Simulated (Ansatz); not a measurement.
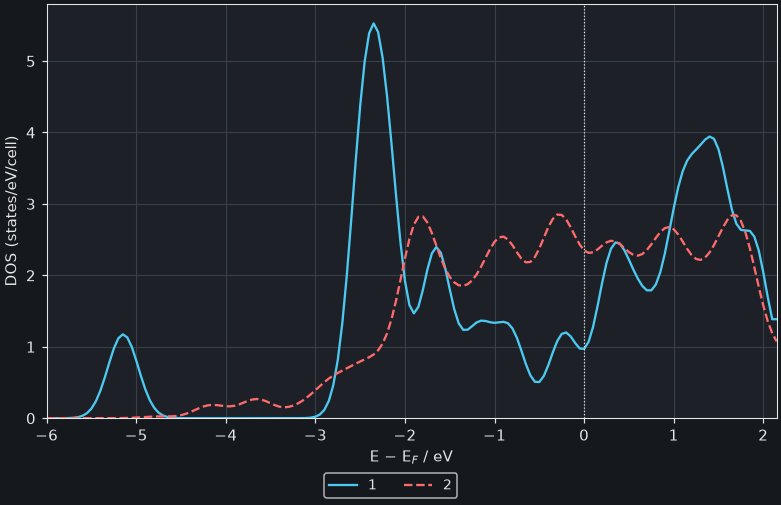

Densities of states of two runs on Y, space group Cmcm (No. 63), 2 atoms in the cell, each from its own Fermi level, built from the levels of each run's k mesh with Gaussians 0.4 eV wide, which blur the band edges.

Input of the base run:

```
crystal:
  lattice:
    - [2.999547, 0.0, 0.0]
    - [1.499774, -3.08351, 0.0]
    - [0.0, 0.0, -5.200405]
  atoms:
    - { symbol: "Y", position: [0.105, 0.79, 0.75] }
    - { symbol: "Y", position: [0.895, 0.21, 0.25] }
  symmetry: { tolerance: 0.0003 }
kpoints:
  mp_grid: { grid: [7, 7, 4], shift: [0, 0, 0] }
magnetization:
  spin_polarized: false
scf:
  occupations: { method: fermi_dirac }
hamiltonian:
  pseudopotentials: { kind: paw }
  xc: pbe
basis:
  ecutwfc: 420
output:
  forces: true
  stress: true
  eigenvalues: true
```

Command:
```bash
ansatz run input.yaml --threads 1 --pin off --max-ram 2560MiB --backend cpu --events-out ev --progress --plain --runs-dir out
```

The second run changes kpoints.mp_grid.grid from [7, 7, 4] to [2, 2, 1], scf.mixing.algorithm from the default to anderson, scf.mixing.beta from the default to 0.5 and scf.mixing.ndim from the default to 4.

Which curve is the changed run?

Curve 1. Both runs have no gap on their mesh. The coarser mesh has fewer levels, so its curve breaks up into taller, sparser peaks. The free energy falls by 999 meV an atom. The changed setting is too loose to trust, so the base run is the one to use.

On the base run: The structure was built from a prototype or by substitution, so it need not be a known phase. The atoms aren't at rest in this cell (largest force 0.7 eV/Å), so the relaxed material can differ.
